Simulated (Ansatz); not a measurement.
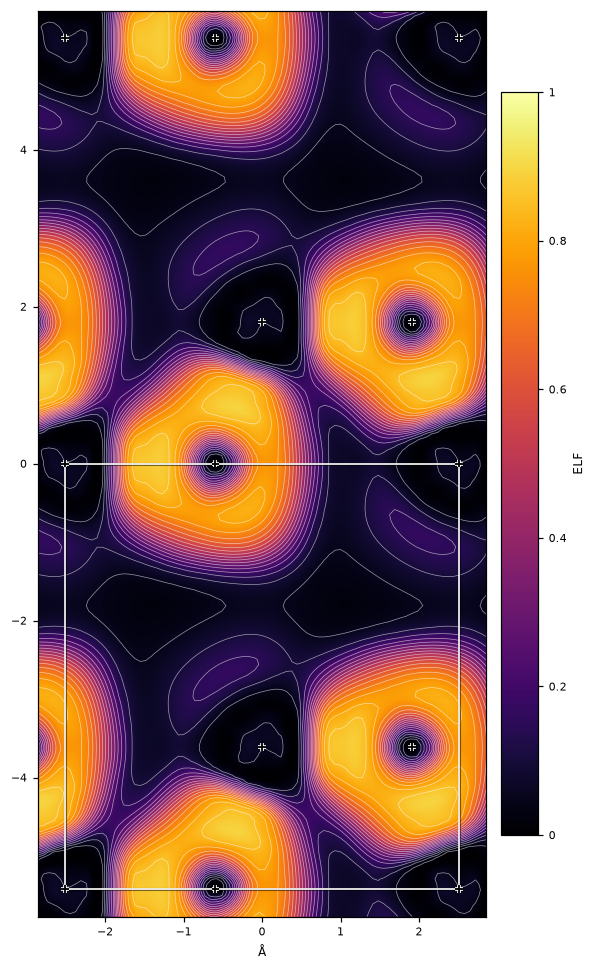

The electron localisation function on a plane through atoms (crosses mark nuclei in the plane).

Level of theory: DFT PBE, scalar-relativistic, plane waves, PAW (Ansatz).

Candidates:
A. AlN, a = 3.13 Å, b = 3.13 Å, c = 5.02 Å, α = 90.00°, β = 90.00°, γ = 120.00°. Space group P6₃mc.
B. Ti$_{18}$H (cell with a defect), a = 7.28 Å, b = 7.28 Å, c = 7.28 Å, α = 65.98°, β = 65.98°, γ = 65.98°. Computed without spin polarisation.

**Which system is this?**

Candidate A: AlN on the (110) plane of the conventional cell, which holds Al and N. Al–N (1.90 Å): the ELF peaks at about 0.90 between the atoms (a polar covalent bond).
